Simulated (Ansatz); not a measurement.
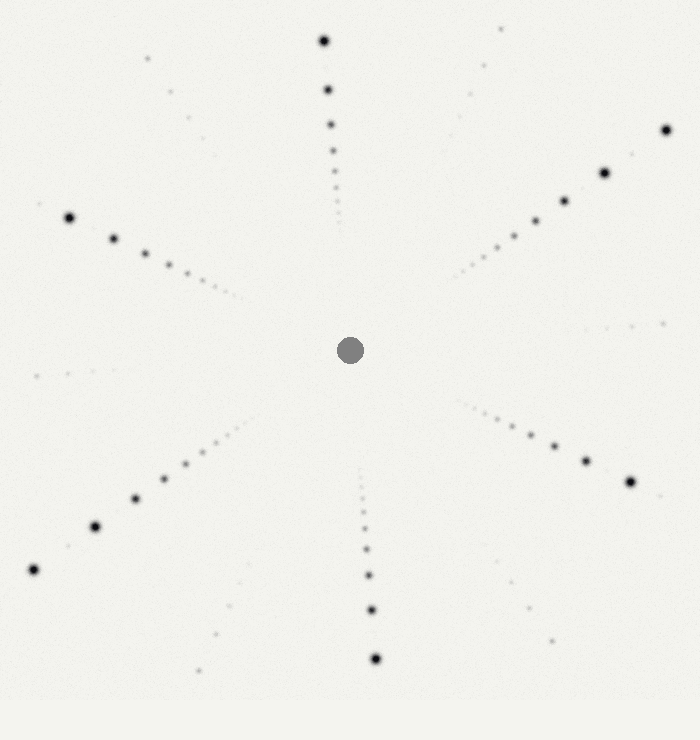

Simulated back-reflection Laue pattern (white X-rays, 0.45 to 2.2 Å, flat plate covering ±45° about the beam, kinematic intensities, seen from the source).

### Which symmetry elements lie along the beam?

6mm: a sixfold axis with mirror lines.

The crystal is B, space group P6/mmm (No. 191), a = 1.71 Å, c = 3.93 Å (hexagonal axes). Structure: the geometry relaxed with DFT PBE, scalar-relativistic, plane waves, PAW in Ansatz; the starting structure was generated, so it need not be a known form of this composition.

### Which direction points towards the source?

[001] or one equivalent to it by a rotation of the Laue group. In Laue class 6/mmm no other family of directions with a member of indices 0 and ±1 has this symmetry.
